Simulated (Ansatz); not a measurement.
# SnO: geometry relaxation (part 1 of 2)

System: SnO (slab, 10 atoms in the cell).
Method: DFT PBE, scalar-relativistic, plane waves, PAW, no spin polarisation (Ansatz 0.2.0).

The structure derives from an entry of the Crystallography Open Database. It belongs to a series of runs on one base structure; here: (1 0 0) slab, atoms relaxed.

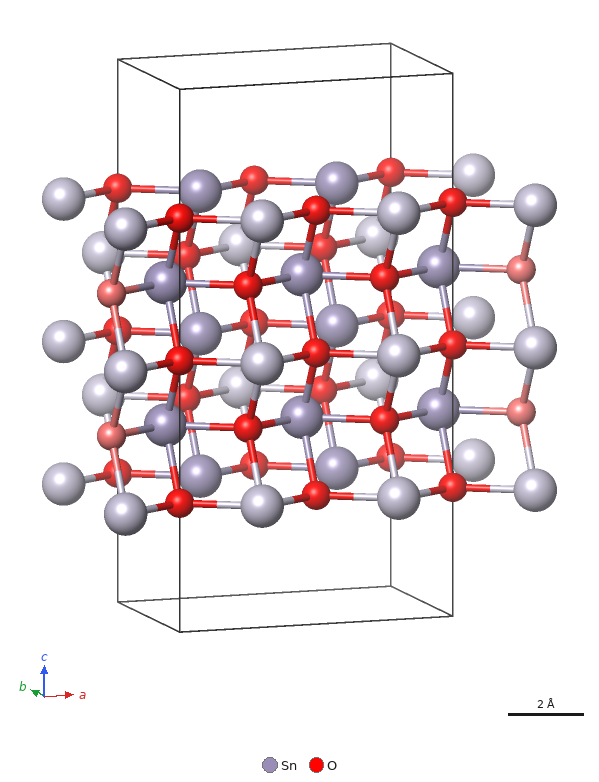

Fig. 1: The input geometry (ball-and-stick view of the 2 × 1 repeat of the cell, with the vacuum cut short, seen slightly off an axis; neighbours outside the cell are drawn fainter). An atom can appear more than once, as a periodic image.

## Key numbers

```csv
quantity,value
outcome,converged
electrons treated,100
free energy,−32957.6176 eV
"work function, top face",3.94 eV
"work function, bottom face",3.94 eV
Fermi energy,1.491 eV
gap on the k-point mesh,0.85 eV
final volume,445.66 Å³
work function (upper face),3.94 eV
largest force (length of the vector) at the end,0.019 eV/Å
hardware,"1 thread of Intel Xeon (Granite Rapids), 32 GiB of memory available, shared host"
wall time,2.4 min
peak memory,0.82 GiB
```

## Input file
```yaml
crystal:
  lattice:
    - [3.8681707533, 0.0, 0.0]
    - [0.0, 5.0672768823, 0.0]
    - [0.0, 0.0, 22.7363415066]
  atoms:
    - { symbol: Sn, position: [0.5, 0.7712638065, 0.3298683738] }
    - { symbol: O, position: [0.0, 0.0, 0.3298683738] }
    - { symbol: Sn, position: [0.0, 0.2287361935, 0.4149341869] }
    - { symbol: O, position: [0.5, 0.0, 0.4149341869] }
    - { symbol: Sn, position: [0.5, 0.7712638065, 0.5] }
    - { symbol: O, position: [0.0, 0.0, 0.5] }
    - { symbol: Sn, position: [0.0, 0.2287361935, 0.5850658131] }
    - { symbol: O, position: [0.5, 0.0, 0.5850658131] }
    - { symbol: Sn, position: [0.5, 0.7712638065, 0.6701316262] }
    - { symbol: O, position: [0.0, 0.0, 0.6701316262] }
basis:
  ecutwfc: 420
kpoints:
  mp_grid: { grid: [9, 7, 1] }
hamiltonian:
  xc: pbe
scf:
  occupations: { method: gaussian, width: 0.05 }
output:
  forces: true
  eigenvalues: true
relax:
  adjacent_minimum: "off"
  f_tol: 0.02
  max_steps: 60
efield:
  axis: 3
  dipole_correction: true
  ramp_width: 0.04
```

Command:
```bash
ansatz run input.yaml --threads 1 --pin off --max-ram 2560MiB --backend cpu --events-out ev --progress --plain --runs-dir out
```

## Log
```
Engine: ansatz 0.2.0, x86_64-unknown-linux-gnu
Pseudopotentials: kind: paw
Pseudopotential: Sn, paw, valence charge 14, recommended cutoff 420 eV (normal), Sn.paw.azcp
Pseudopotential: O, paw, valence charge 6, recommended cutoff 420 eV (normal), O.paw.azcp
Functional definition: PBE
  parameter kappa = 0.804
  parameter beta = 0.06672455060314922
  exchange = pbe_x(kappa = kappa, mu = beta*pi^2/3)
  correlation = pbe_c(beta = beta)
Crystal: 10 atoms, lattice volume = 445.657 Å³
Basis set: ecut = 420 eV, 8775 PW (Γ), exchange–correlation on 54×72×320 points (8 copies of the dense FFT grid, shifted against one another)
Bands: 60, of which v1, the nominal top of the filled ones, is band 50 counted from 1 (49 counted from 0)
Symmetry: 2 space group operations
k-points: 20 of 63 (time reversal used)
Non-local potential: Sn, projectors of the file, l = 0: 2, l = 1: 2, l = 2: 2, l = 3: 2
Non-local potential: O, projectors of the file, l = 0: 2, l = 1: 2, l = 2: 1
PAW form: soft (Blöchl's): semilocal exchange-correlation on the pseudo side does not see the compensation charge
PAW one-centre angular grid: Sn, 590 points (default); XC on 64 Gauss nodes
PAW one-centre angular grid: O, 110 points (default); XC on 64 Gauss nodes
Initial density: superposition of atomic densities (neutral atoms: chi_scale 0, normalization atom), corrected by the library's trained network
Initial wavefunctions: pseudopotential atomic-orbital guess
Functional: x = pbe(κ = 0.804, μ = 0.2195149727645171), c = pbe(β = 0.06672455060314922)
SCF iter   1: F=—  HF=-32957.412995 eV  |F-HF|=—  |Δ(HF+E_count)|=         —  Δρ=1.97e-3  dr2=2.30e-2  ethr=1.77e-3  p=0.000 e·Å  D=7.74e-14 V/Å  ΔV_dip=-0.00 eV  dr2_dipole=3.84e-8  V_vac-E_F(+/−)=3.84/3.84 eV  ⟨swp⟩=7.0  Hψ=4797  notcnv=0  defer=3
efield: sawtooth ramp at fractional position 0.9800 (placed from the atoms, in the widest stretch of the axis that holds none; the zero of the levels goes with the place), width 0.0400; the density the first Hamiltonian is built on has a dipole p = 0.000 e·Å; the dipole correction subtracts the counter field D = 7.74e-14 V/Å, which shifts the + side's vacuum level by -0.00 eV against the − side's; the planar-averaged density in the ramp window peaks in size at 1.7e-5 e/Å³
preconditioner: auto → Resta (q_TF=auto, 2.127 Å⁻¹)  ε∞=2.0  [insulator: Δε(μ)=0.765 eV  Ē_g=17.277 eV  σ=0.050 eV  W_gap=1.00  n_scr=78 (ndim 8)  ℏωp=17.6 eV  f_vac=0.532  D(μ)=0.00/eV (n_scr^D=0)  ε∞_Penn≈2.0  vacuum switching on, ρ_ref=2.2e-2 e/Å³]
SCF iter   2: F=—  HF=-32957.419024 eV  |F-HF|=—  |Δ(HF+E_count)|=   6.03e-3  Δρ=1.79e-3  dr2=1.79e-2  ethr=2.30e-5  p=-0.000 e·Å  D=-4.66e-5 V/Å  ΔV_dip=0.00 eV  dr2_dipole=1.69e-7  V_vac-E_F(+/−)=3.95/3.95 eV  ⟨swp⟩=3.2  Hψ=2851  notcnv=0  defer=58
SCF iter   3: F=—  HF=-32957.416927 eV  |F-HF|=—  |Δ(HF+E_count)|=   2.10e-3  Δρ=6.76e-4  dr2=1.87e-3  ethr=1.79e-5  p=0.000 e·Å  D=6.67e-6 V/Å  ΔV_dip=-0.00 eV  dr2_dipole=5.64e-9  V_vac-E_F(+/−)=3.90/3.90 eV  ⟨swp⟩=2.0  Hψ=1519  notcnv=0  defer=58
SCF iter   4: F=—  HF=-32957.417455 eV  |F-HF|=—  |Δ(HF+E_count)|=   5.28e-4  Δρ=3.88e-4  dr2=6.86e-4  ethr=1.87e-6  p=-0.000 e·Å  D=-5.21e-6 V/Å  ΔV_dip=0.00 eV  dr2_dipole=3.45e-9  V_vac-E_F(+/−)=3.92/3.92 eV  ⟨swp⟩=2.0  Hψ=1598  notcnv=0  defer=57
SCF iter   5: F=—  HF=-32957.417456 eV  |F-HF|=—  |Δ(HF+E_count)|=   9.11e-7  Δρ=8.14e-5  dr2=2.98e-5  ethr=6.86e-7  p=0.000 e·Å  D=3.94e-6 V/Å  ΔV_dip=-0.00 eV  dr2_dipole=1.27e-9  V_vac-E_F(+/−)=3.93/3.93 eV  ⟨swp⟩=2.0  Hψ=1530  notcnv=0  defer=57
iter 6 did not close the SCF: its close was put off until two iterations running show no level that it waits for move by more than its bar (scf_convergence_deferred on its scf_iter line)
SCF iter   6: F=-32957.417479 eV  HF=-32957.417475 eV  |F-HF|=4.01e-6  |Δ(HF+E_count)|=   1.95e-5  Δρ=3.91e-5  dr2=5.74e-6  ethr=1.00e-8  p=-0.000 e·Å  D=-3.62e-6 V/Å  ΔV_dip=0.00 eV  dr2_dipole=1.15e-9  V_vac-E_F(+/−)=3.93/3.93 eV  ⟨swp⟩=14.2  Hψ=5923  notcnv=0
iter 7 did not close the SCF: its close was put off until two iterations running show no level that it waits for move by more than its bar (scf_convergence_deferred on its scf_iter line)
SCF iter   7: F=-32957.417480 eV  HF=-32957.417481 eV  |F-HF|=1.09e-6  |Δ(HF+E_count)|=   5.50e-6  Δρ=2.54e-5  dr2=2.83e-6  ethr=5.74e-9  p=0.000 e·Å  D=6.19e-6 V/Å  ΔV_dip=-0.00 eV  dr2_dipole=3.38e-9  V_vac-E_F(+/−)=3.93/3.93 eV  ⟨swp⟩=5.8  Hψ=4593  notcnv=0
SCF iter   8: F=-32957.417481 eV  HF=-32957.417481 eV  |F-HF|=2.26e-7  |Δ(HF+E_count)|=   3.62e-7  Δρ=7.89e-6  dr2=1.91e-7  ethr=2.83e-9  p=-0.000 e·Å  D=-2.80e-6 V/Å  ΔV_dip=0.00 eV  dr2_dipole=6.99e-10  V_vac-E_F(+/−)=3.93/3.93 eV  ⟨swp⟩=4.0  Hψ=3769  notcnv=0
SCF 1 converged in 8 iterations: F = -32957.417481 eV  dr2 = 1.91e-7
  greatest PAW one-centre occupation: 0.993 electrons in one spin orbital (limit 2), on the Sn atom at site 4 (counted from 0), in its partial waves of l = 2
relax step   1: F+E_penalty+E_count = -32957.41748127 eV  Δ(F+E_penalty+E_count) = +0.000e0 eV  max|allowed force component| = 1.019e0 eV/Å  Δτ_max = 0.0000 Å  (8 SCF iters, dr2 threshold 1.00e-5 eV, accepted)
Initial density: handed on by an earlier stage of this run
Initial wavefunctions: those handed on with the density
iter 1 solved again at ethr=1.82e-4 eV; its pass at ethr=3.10e-3 eV (dr2=1.82e-1 eV) is discarded
SCF iter   1: F=—  HF=-32957.577612 eV  |F-HF|=—  |Δ(HF+E_count)|=         —  Δρ=5.22e-3  dr2=1.78e-1  ethr=1.82e-4  p=-0.000 e·Å  D=-2.80e-6 V/Å  ΔV_dip=0.00 eV  dr2_dipole=9.04e-10  V_vac-E_F(+/−)=3.86/3.86 eV  ⟨swp⟩=1.8  Hψ=4554  notcnv=0  defer=71
efield: sawtooth ramp at fractional position 0.9800 (handed on by an earlier solve), width 0.0400; the density the first Hamiltonian is built on has a dipole p = -0.000 e·Å; the dipole correction subtracts the counter field D = -2.80e-6 V/Å, which shifts the + side's vacuum level by +0.00 eV against the − side's; the planar-averaged density in the ramp window peaks in size at 1.4e-6 e/Å³
preconditioner: auto → Resta (q_TF=auto, 2.127 Å⁻¹)  ε∞=2.0  [insulator: Δε(μ)=0.954 eV  Ē_g=17.521 eV  σ=0.050 eV  W_gap=1.00  n_scr=78 (ndim 8)  ℏωp=17.6 eV  f_vac=0.537  D(μ)=0.00/eV (n_scr^D=0)  ε∞_Penn≈2.0  vacuum switching on, ρ_ref=2.2e-2 e/Å³]
SCF iter   2: F=—  HF=-32957.524835 eV  |F-HF|=—  |Δ(HF+E_count)|=   5.28e-2  Δρ=3.03e-3  dr2=3.36e-2  ethr=1.78e-4  p=0.000 e·Å  D=4.40e-6 V/Å  ΔV_dip=-0.00 eV  dr2_dipole=1.44e-9  V_vac-E_F(+/−)=3.87/3.87 eV  ⟨swp⟩=2.5  Hψ=1666  notcnv=0  defer=71
SCF iter   3: F=—  HF=-32957.524612 eV  |F-HF|=—  |Δ(HF+E_count)|=   2.23e-4  Δρ=2.79e-3  dr2=4.55e-2  ethr=3.36e-5  p=-0.000 e·Å  D=-1.17e-5 V/Å  ΔV_dip=0.00 eV  dr2_dipole=1.18e-8  V_vac-E_F(+/−)=3.94/3.94 eV  ⟨swp⟩=2.6  Hψ=2191  notcnv=0  defer=72
SCF iter   4: F=—  HF=-32957.517252 eV  |F-HF|=—  |Δ(HF+E_count)|=   7.36e-3  Δρ=6.21e-4  dr2=2.19e-3  ethr=3.36e-5  p=0.000 e·Å  D=4.17e-6 V/Å  ΔV_dip=-0.00 eV  dr2_dipole=1.19e-9  V_vac-E_F(+/−)=3.89/3.89 eV  ⟨swp⟩=2.0  Hψ=1846  notcnv=0  defer=73
SCF iter   5: F=—  HF=-32957.517238 eV  |F-HF|=—  |Δ(HF+E_count)|=   1.38e-5  Δρ=4.45e-4  dr2=1.02e-3  ethr=2.19e-6  p=-0.000 e·Å  D=-2.55e-6 V/Å  ΔV_dip=0.00 eV  dr2_dipole=7.90e-10  V_vac-E_F(+/−)=3.91/3.91 eV  ⟨swp⟩=2.0  Hψ=1662  notcnv=0  defer=73
SCF iter   6: F=—  HF=-32957.517081 eV  |F-HF|=—  |Δ(HF+E_count)|=   1.56e-4  Δρ=7.44e-5  dr2=1.84e-5  ethr=1.02e-6  p=0.000 e·Å  D=1.00e-6 V/Å  ΔV_dip=-0.00 eV  dr2_dipole=2.10e-11  V_vac-E_F(+/−)=3.91/3.91 eV  ⟨swp⟩=2.0  Hψ=1461  notcnv=0  defer=73
SCF iter   7: F=-32957.517091 eV  HF=-32957.517090 eV  |F-HF|=8.99e-7  |Δ(HF+E_count)|=   9.02e-6  Δρ=2.82e-5  dr2=2.50e-6  ethr=1.84e-8  p=-0.000 e·Å  D=-2.69e-7 V/Å  ΔV_dip=0.00 eV  dr2_dipole=4.24e-11  V_vac-E_F(+/−)=3.91/3.91 eV  ⟨swp⟩=14.3  Hψ=5366  notcnv=0
SCF 2 converged in 7 iterations: F = -32957.517091 eV  dr2 = 2.50e-6
  greatest PAW one-centre occupation: 0.993 electrons in one spin orbital (limit 2), on the Sn atom at site 2 (counted from 0), in its partial waves of l = 2
relax step   2: F+E_penalty+E_count = -32957.51709139 eV  Δ(F+E_penalty+E_count) = -9.961e-2 eV  max|allowed force component| = 5.352e-1 eV/Å  Δτ_max = 0.1344 Å  (7 SCF iters, dr2 threshold 6.49e-5 eV, accepted)
SCF iter   1: F=—  HF=-32957.621956 eV  |F-HF|=—  |Δ(HF+E_count)|=         —  Δρ=2.87e-3  dr2=4.86e-2  ethr=4.36e-4  p=-0.000 e·Å  D=-2.69e-7 V/Å  ΔV_dip=0.00 eV  dr2_dipole=8.12e-11  V_vac-E_F(+/−)=3.96/3.96 eV  ⟨swp⟩=4.2  Hψ=2645  notcnv=0  defer=67
efield: sawtooth ramp at fractional position 0.9800 (handed on by an earlier solve), width 0.0400; the density the first Hamiltonian is built on has a dipole p = -0.000 e·Å; the dipole correction subtracts the counter field D = -2.69e-7 V/Å, which shifts the + side's vacuum level by +0.00 eV against the − side's; the planar-averaged density in the ramp window peaks in size at 1.8e-7 e/Å³
preconditioner: auto → Resta (q_TF=auto, 2.127 Å⁻¹)  ε∞=2.0  [insulator: Δε(μ)=0.861 eV  Ē_g=17.439 eV  σ=0.050 eV  W_gap=1.00  n_scr=78 (ndim 8)  ℏωp=17.6 eV  f_vac=0.538  D(μ)=0.00/eV (n_scr^D=0)  ε∞_Penn≈2.0  vacuum switching on, ρ_ref=2.2e-2 e/Å³]
SCF iter   2: F=—  HF=-32957.608477 eV  |F-HF|=—  |Δ(HF+E_count)|=   1.35e-2  Δρ=1.77e-3  dr2=1.02e-2  ethr=4.86e-5  p=0.000 e·Å  D=1.92e-6 V/Å  ΔV_dip=-0.00 eV  dr2_dipole=1.20e-10  V_vac-E_F(+/−)=3.92/3.92 eV  ⟨swp⟩=2.0  Hψ=1834  notcnv=0  defer=72
SCF iter   3: F=—  HF=-32957.607291 eV  |F-HF|=—  |Δ(HF+E_count)|=   1.19e-3  Δρ=1.24e-3  dr2=7.64e-3  ethr=1.02e-5  p=-0.000 e·Å  D=-1.51e-6 V/Å  ΔV_dip=0.00 eV  dr2_dipole=2.27e-10  V_vac-E_F(+/−)=3.92/3.92 eV  ⟨swp⟩=2.0  Hψ=1696  notcnv=0  defer=72
SCF iter   4: F=—  HF=-32957.606011 eV  |F-HF|=—  |Δ(HF+E_count)|=   1.28e-3  Δρ=3.41e-4  dr2=6.04e-4  ethr=7.64e-6  p=0.000 e·Å  D=6.13e-7 V/Å  ΔV_dip=-0.00 eV  dr2_dipole=6.80e-12  V_vac-E_F(+/−)=3.94/3.94 eV  ⟨swp⟩=2.0  Hψ=1490  notcnv=0  defer=72
SCF iter   5: F=—  HF=-32957.605981 eV  |F-HF|=—  |Δ(HF+E_count)|=   2.94e-5  Δρ=1.70e-4  dr2=1.53e-4  ethr=6.04e-7  p=0.000 e·Å  D=3.62e-7 V/Å  ΔV_dip=-0.00 eV  dr2_dipole=4.16e-15  V_vac-E_F(+/−)=3.93/3.93 eV  ⟨swp⟩=2.0  Hψ=1500  notcnv=0  defer=72
SCF iter   6: F=-32957.605966 eV  HF=-32957.605966 eV  |F-HF|=3.48e-7  |Δ(HF+E_count)|=   1.52e-5  Δρ=4.69e-5  dr2=7.61e-6  ethr=1.79e-8  p=0.000 e·Å  D=3.53e-7 V/Å  ΔV_dip=-0.00 eV  dr2_dipole=1.33e-14  V_vac-E_F(+/−)=3.93/3.93 eV  ⟨swp⟩=13.4  Hψ=5911  notcnv=0
SCF 3 converged in 6 iterations: F = -32957.605966 eV  dr2 = 7.61e-6
relax step   3: F+E_penalty+E_count = -32957.60596624 eV  Δ(F+E_penalty+E_count) = -8.887e-2 eV  max|allowed force component| = 1.866e-1 eV/Å  Δτ_max = 0.0483 Å  (6 SCF iters, dr2 threshold 1.79e-5 eV, accepted)
SCF iter   1: F=—  HF=-32957.623708 eV  |F-HF|=—  |Δ(HF+E_count)|=         —  Δρ=2.34e-3  dr2=2.22e-2  ethr=3.70e-4  p=0.000 e·Å  D=3.53e-7 V/Å  ΔV_dip=-0.00 eV  dr2_dipole=1.00e-11  V_vac-E_F(+/−)=3.95/3.95 eV  ⟨swp⟩=4.5  Hψ=2507  notcnv=0  defer=77
efield: sawtooth ramp at fractional position 0.9800 (handed on by an earlier solve), width 0.0400; the density the first Hamiltonian is built on has a dipole p = 0.000 e·Å; the dipole correction subtracts the counter field D = 3.53e-7 V/Å, which shifts the + side's vacuum level by -0.00 eV against the − side's; the planar-averaged density in the ramp window peaks in size at 1.3e-6 e/Å³
preconditioner: auto → Resta (q_TF=auto, 2.127 Å⁻¹)  ε∞=2.0  [insulator: Δε(μ)=0.867 eV  Ē_g=17.459 eV  σ=0.050 eV  W_gap=1.00  n_scr=78 (ndim 8)  ℏωp=17.6 eV  f_vac=0.540  D(μ)=0.00/eV (n_scr^D=0)  ε∞_Penn≈2.0  vacuum switching on, ρ_ref=2.2e-2 e/Å³]
SCF iter   2: F=—  HF=-32957.618307 eV  |F-HF|=—  |Δ(HF+E_count)|=   5.40e-3  Δρ=1.18e-3  dr2=4.60e-3  ethr=2.22e-5  p=-0.000 e·Å  D=-3.60e-7 V/Å  ΔV_dip=0.00 eV  dr2_dipole=6.42e-12  V_vac-E_F(+/−)=3.91/3.91 eV  ⟨swp⟩=2.1  Hψ=1752  notcnv=0  defer=77
SCF iter   3: F=—  HF=-32957.618027 eV  |F-HF|=—  |Δ(HF+E_count)|=   2.80e-4  Δρ=7.59e-4  dr2=2.62e-3  ethr=4.60e-6  p=0.000 e·Å  D=8.80e-7 V/Å  ΔV_dip=-0.00 eV  dr2_dipole=1.06e-10  V_vac-E_F(+/−)=3.95/3.95 eV  ⟨swp⟩=2.0  Hψ=1597  notcnv=0  defer=77
SCF iter   4: F=—  HF=-32957.617460 eV  |F-HF|=—  |Δ(HF+E_count)|=   5.67e-4  Δρ=1.95e-4  dr2=1.30e-4  ethr=2.62e-6  p=-0.000 e·Å  D=-9.34e-7 V/Å  ΔV_dip=0.00 eV  dr2_dipole=3.42e-11  V_vac-E_F(+/−)=3.93/3.93 eV  ⟨swp⟩=2.0  Hψ=1572  notcnv=0  defer=77
SCF iter   5: F=—  HF=-32957.617463 eV  |F-HF|=—  |Δ(HF+E_count)|=   2.84e-6  Δρ=7.29e-5  dr2=2.46e-5  ethr=1.30e-7  p=0.000 e·Å  D=4.08e-7 V/Å  ΔV_dip=-0.00 eV  dr2_dipole=4.26e-11  V_vac-E_F(+/−)=3.94/3.94 eV  ⟨swp⟩=2.0  Hψ=1585  notcnv=0  defer=77
SCF iter   6: F=-32957.617462 eV  HF=-32957.617464 eV  |F-HF|=2.04e-6  |Δ(HF+E_count)|=   1.20e-6  Δρ=3.08e-5  dr2=3.81e-6  ethr=4.24e-9  p=-0.000 e·Å  D=-1.01e-6 V/Å  ΔV_dip=0.00 eV  dr2_dipole=3.95e-11  V_vac-E_F(+/−)=3.94/3.94 eV  ⟨swp⟩=13.7  Hψ=6279  notcnv=0
SCF 4 converged in 6 iterations: F = -32957.617462 eV  dr2 = 3.81e-6
relax step   4: F+E_penalty+E_count = -32957.61746202 eV  Δ(F+E_penalty+E_count) = -1.150e-2 eV  max|allowed force component| = 3.090e-2 eV/Å  Δτ_max = 0.0442 Å  (6 SCF iters, dr2 threshold 4.24e-6 eV, accepted)
```
